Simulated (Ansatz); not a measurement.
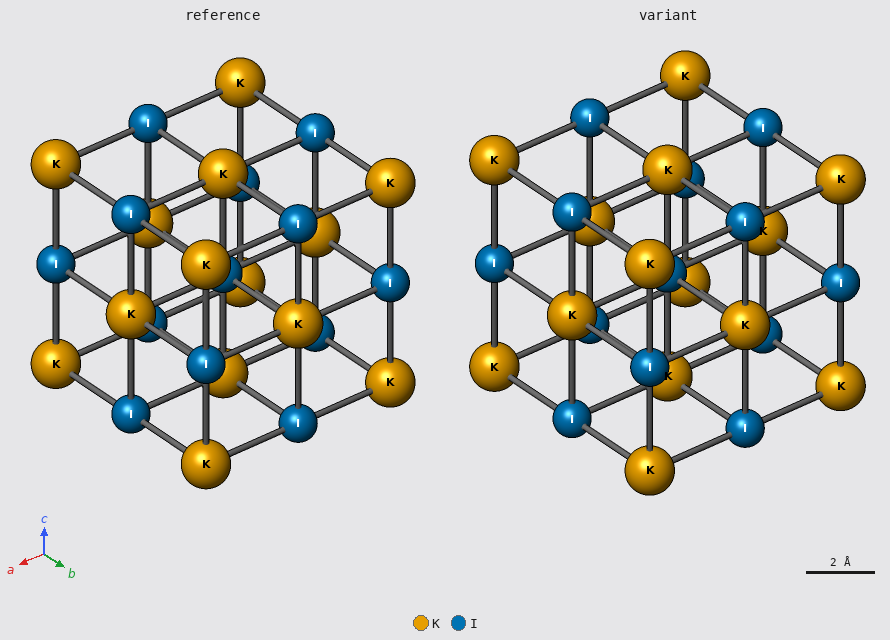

Left: a symmetric starting cell of KI. Right: the same structure after one change, at the same scale. A ball-and-stick model of the conventional cell (4 times the calculation's cell), seen from a free direction. Lengths and directions refer to the drawn axes.

Computed with DFT PBEsol, scalar-relativistic, plane waves, PAW (Ansatz 0.2.0). (plane-wave cutoff 420 eV; k-point mesh 6 × 6 × 6; occupations gaussian; smearing width 0.02 eV; no spin polarisation)

Which change leads from the left to the right?

All lengths are scaled by +3.5 % (volume +10.9 %), the atoms keeping their fractional coordinates. No relaxation follows. The starting cell wasn't computed here and needn't be at equilibrium, so pressure and forces aren't due to the change alone.

And its effect?

The pressure is −1.1 GPa (not all of it need come from the change, since the unchanged cell can be under pressure at this level too). All forces vanish by symmetry. Among the bonded contacts that change: I–K 3.525 → 3.649 Å. The space group stays Fm-3m (No. 225).
